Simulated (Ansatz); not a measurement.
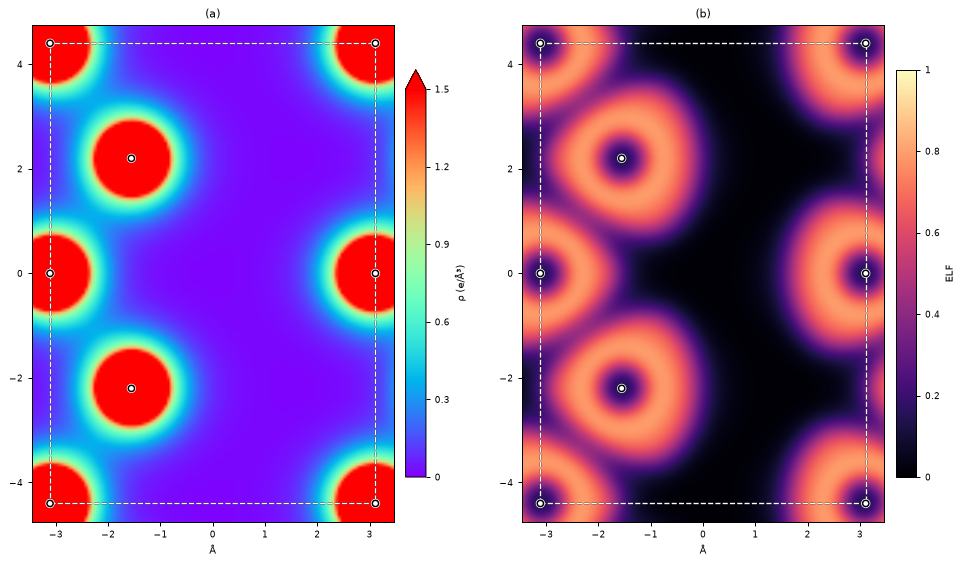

Se. (a) valence pseudo-density; (b) electron localisation function on the (011) plane of the conventional cell. Circles mark the nuclei in the plane (Se).

Space group Fd-3m; set up as Se, diamond; a generated structure, not necessarily the stable one; changed on purpose from its base cell (volume × 1.0).

Computed with DFT, PBEsol, plane waves (420 eV) with PAW, scalar-relativistic in Ansatz 0.2.0.

```cif
data_structure
_symmetry_space_group_name_H-M 'P 1'
_symmetry_Int_Tables_number 1
_cell_length_a 6.2240
_cell_length_b 6.2240
_cell_length_c 6.2240
_cell_angle_alpha 90.000
_cell_angle_beta 90.000
_cell_angle_gamma 90.000
_cell_volume 241.10
loop_
_atom_site_label
_atom_site_type_symbol
_atom_site_fract_x
_atom_site_fract_y
_atom_site_fract_z
_atom_site_occupancy
Se1 Se 0.75000 0.25000 0.25000 1
Se2 Se 0.25000 0.75000 0.25000 1
Se3 Se 0.25000 0.25000 0.75000 1
Se4 Se 0.75000 0.75000 0.75000 1
Se5 Se 0.50000 0.00000 0.00000 1
Se6 Se 0.00000 0.50000 0.00000 1
Se7 Se 0.00000 0.00000 0.50000 1
Se8 Se 0.50000 0.50000 0.50000 1
```

What does the map show?

Answer. The plane passes through Se nuclei. Se–Se (2.70 Å): ρ is about 0.36 e/Å³ halfway; the ELF is about 0.45 at the midpoint. Between the atoms the lowest density in this plane is 0.009 e/Å³.
